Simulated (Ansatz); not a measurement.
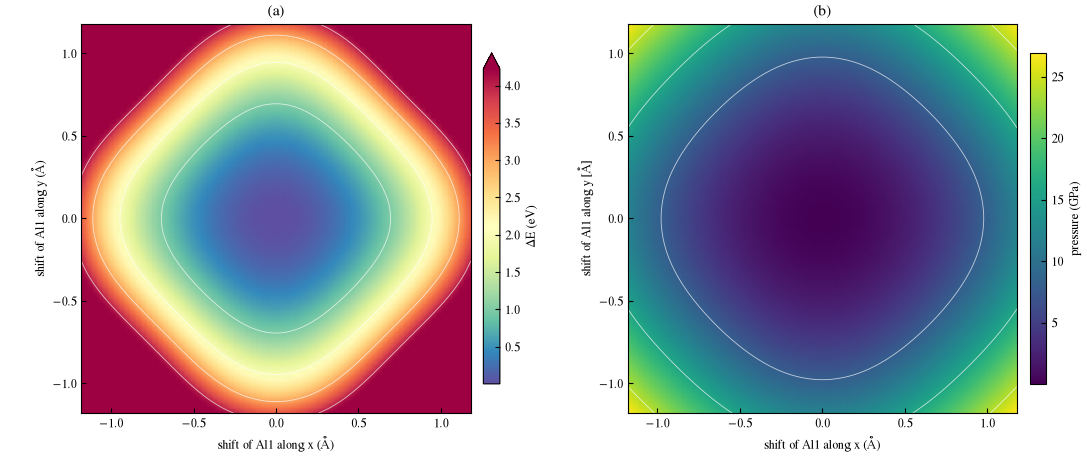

Al (Im-3m, No. 229; 8 atoms in the cell). 
- One atom moved over a plane, all else fixed (x, y and z along the cube axes).
- First axis: shift of Al1 along x. Second axis: shift of Al1 along y.
- Nothing is relaxed (all other atoms fixed).
- Grid: 11 × 11 points; 21 points were computed and 100 follow by symmetry.
- Points are written as (first, second).
- All energies are given in eV per cell relative to the lowest grid point.
- All numbers below come from Ansatz, DFT PBE, scalar-relativistic, plane waves, PAW. Settings: cutoff 420 eV, k-mesh 10×10×10, gaussian smearing 0.15 eV, no spin polarisation.

Panel (a) is the energy and panel (b) the computed pressure on the same grid.

The picture shows a smooth colour map with a few white contour lines, one colour for all values above the top of the scale. Between grid points the surface is interpolated.

How does the pressure vary over the map, and what is it at the lowest grid point?

Answer. It runs from 0.0 GPa at (0.000 Å, 0.000 Å) to 26.9 GPa at (−1.180 Å, −1.180 Å). At the lowest grid point, (0.000 Å, 0.000 Å), it is 0.0 GPa.

```csv
"shift of Al1 along y ↓, shift of Al1 along x →",−1.180,−0.944,−0.708,−0.472,−0.236,0.000,0.236,0.472,0.708,0.944,1.180
1.180,26.9,22.6,18.5,15.0,12.7,11.9,12.7,15.0,18.5,22.6,26.9
0.944,22.6,18.0,13.8,10.4,8.2,7.4,8.2,10.4,13.8,18.0,22.6
0.708,18.5,13.8,9.8,6.7,4.8,4.1,4.8,6.7,9.8,13.8,18.5
0.472,15.0,10.4,6.7,4.0,2.4,1.8,2.4,4.0,6.7,10.4,15.0
0.236,12.7,8.2,4.8,2.4,0.9,0.5,0.9,2.4,4.8,8.2,12.7
0.000,11.9,7.4,4.1,1.8,0.5,0.0,0.5,1.8,4.1,7.4,11.9
−0.236,12.7,8.2,4.8,2.4,0.9,0.5,0.9,2.4,4.8,8.2,12.7
−0.472,15.0,10.4,6.7,4.0,2.4,1.8,2.4,4.0,6.7,10.4,15.0
−0.708,18.5,13.8,9.8,6.7,4.8,4.1,4.8,6.7,9.8,13.8,18.5
−0.944,22.6,18.0,13.8,10.4,8.2,7.4,8.2,10.4,13.8,18.0,22.6
−1.180,26.9,22.6,18.5,15.0,12.7,11.9,12.7,15.0,18.5,22.6,26.9
```

PAW datasets: the set soft_1.
